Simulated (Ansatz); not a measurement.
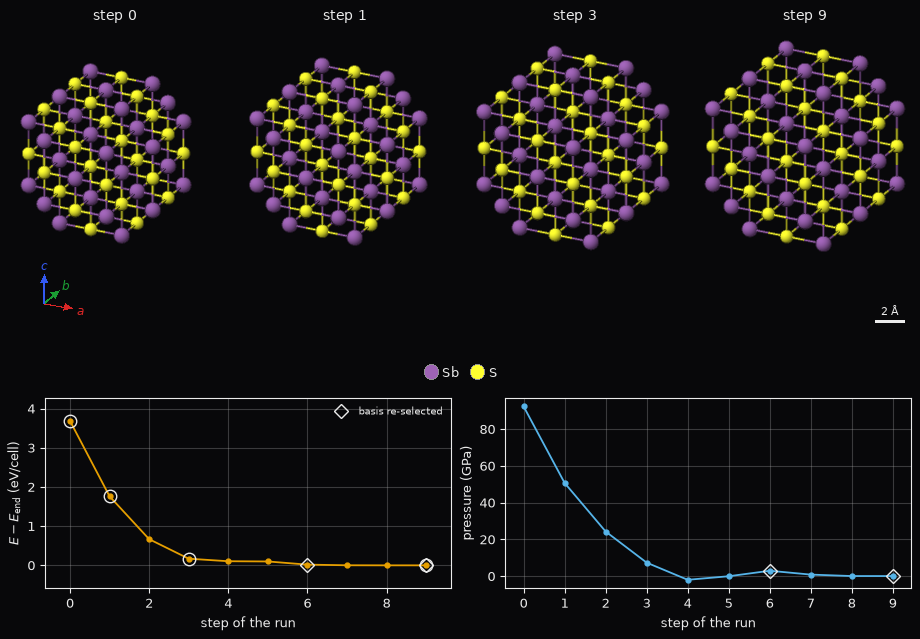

Frames of a relaxation of crystalline SbS (a generated structure, set up in Fm-3m) (coarse preliminary run), marked on the history of the run. Style: ball-and-stick. Shown: the conventional cell (4 times the calculation's cell), from a free direction. Lengths and directions refer to the drawn axes.

Case: Y → Sb on all its sites, cell and atoms relaxed.

Computed with DFT PBE, scalar-relativistic, plane waves, PAW in Ansatz 0.2.0. (plane-wave cutoff 420 eV; k-point mesh 8 × 8 × 8; occupations gaussian; smearing width 0.1 eV; no spin polarisation; cell and atoms relaxed; force threshold 0.05 eV/Å; at most 60 steps)

Describe the path.

Answer. The atoms keep their places relative to the cell (all moves are under 0.005 Å). Cell: a = b = c 4.865 → 5.790 Å (+19.0 %). Volume +68.5 %. Near-neighbour distances that change, for instance: S–Sb 2.433 → 2.895 Å. The space group stays Fm-3m (No. 225). Over 7 accepted moves (9 points after the start) the energy falls by 3.688 eV per cell of the calculation. All forces vanish by symmetry, so only the cell relaxes. The pressure goes from 92.38 to 0.10 GPa. The SCF was repeated twice at an unchanged geometry on a basis and grid sized afresh for the cell, which shifted the energy by 80.9 meV per cell of the calculation at most. The run took roughly 13 core-seconds on a shared host. From step 0 to 1: volume +15.3 %, energy −1.925 eV per cell of the calculation. From step 1 to 3: volume +30.6 %, energy −1.594 eV per cell of the calculation. From step 3 to 9: volume +11.9 %, energy −0.170 eV per cell of the calculation.

```json
{"step": "0", "E − E(0), meV/atom": "0.00", "pressure, GPa": "92.38", "volume, Å³/atom": "14.398", "note": ""}
{"step": "1", "E − E(0), meV/atom": "-962.37", "pressure, GPa": "50.73", "volume, Å³/atom": "16.607", "note": ""}
{"step": "2", "E − E(0), meV/atom": "-1509.93", "pressure, GPa": "24.33", "volume, Å³/atom": "19.033", "note": ""}
{"step": "3", "E − E(0), meV/atom": "-1759.25", "pressure, GPa": "7.40", "volume, Å³/atom": "21.683", "note": ""}
{"step": "4", "E − E(0), meV/atom": "-1791.69", "pressure, GPa": "-1.93", "volume, Å³/atom": "23.731", "note": ""}
{"step": "5", "E − E(0), meV/atom": "-1794.59", "pressure, GPa": "0.00", "volume, Å³/atom": "23.276", "note": ""}
{"step": "6", "E − E(0), meV/atom": "-1835.03", "pressure, GPa": "2.98", "volume, Å³/atom": "23.276", "note": "same geometry, new basis"}
{"step": "7", "E − E(0), meV/atom": "-1843.22", "pressure, GPa": "0.90", "volume, Å³/atom": "23.971", "note": ""}
{"step": "8", "E − E(0), meV/atom": "-1844.07", "pressure, GPa": "0.11", "volume, Å³/atom": "24.262", "note": ""}
{"step": "9", "E − E(0), meV/atom": "-1844.21", "pressure, GPa": "0.10", "volume, Å³/atom": "24.262", "note": "same geometry, new basis"}
```
